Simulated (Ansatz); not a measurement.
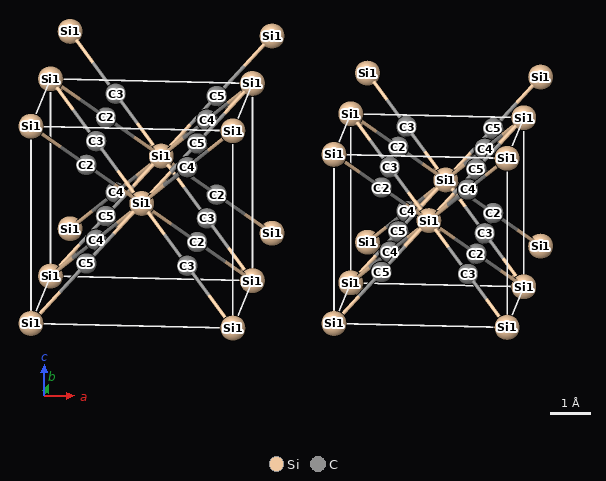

Two geometries of crystalline SiC4 (a generated structure, set up in Im-3m) (coarse preliminary run), drawn at one scale. One is the start of a relaxation, the other its converged end. Style: ball-and-stick. Shown: the conventional cell (2 times the calculation's cell), repeated 1 × 2 × 1 with one cell outlined, from a free direction. Lengths and directions refer to the drawn axes.

Computed with DFT PBE, scalar-relativistic, plane waves, PAW in Ansatz 0.2.0. Set-up: plane-wave cutoff 420 eV; k-point mesh 6 × 6 × 6; occupations gaussian; smearing width 0.1 eV; no spin polarisation; cell and atoms relaxed; force threshold 0.04 eV/Å; at most 70 steps.

Which one is relaxed?

Answer. The right one is the relaxed one. The energy falls by 3.713 eV per cell of the calculation in 5 accepted moves (6 points after the start). All forces vanish by symmetry, so only the cell relaxes. The pressure goes from −32.09 to −0.35 GPa. The SCF was repeated once at an unchanged geometry on a basis and grid sized afresh for the cell, which shifted the energy by 11.2 meV per cell of the calculation at most. The atoms keep their places relative to the cell (all moves are under 0.005 Å). The drawn cell changes as follows: a = b = c 5.117 → 4.387 Å (−14.3 %); the volume changes by −37.0 %. Near-neighbour distances that change, for instance: Si1–C2 2.216 → 1.899 Å. The space group stays Im-3m (No. 229). The run took 11 s on 1 thread of Arm Neoverse V1, on a shared host, peak memory 0.3 GiB.
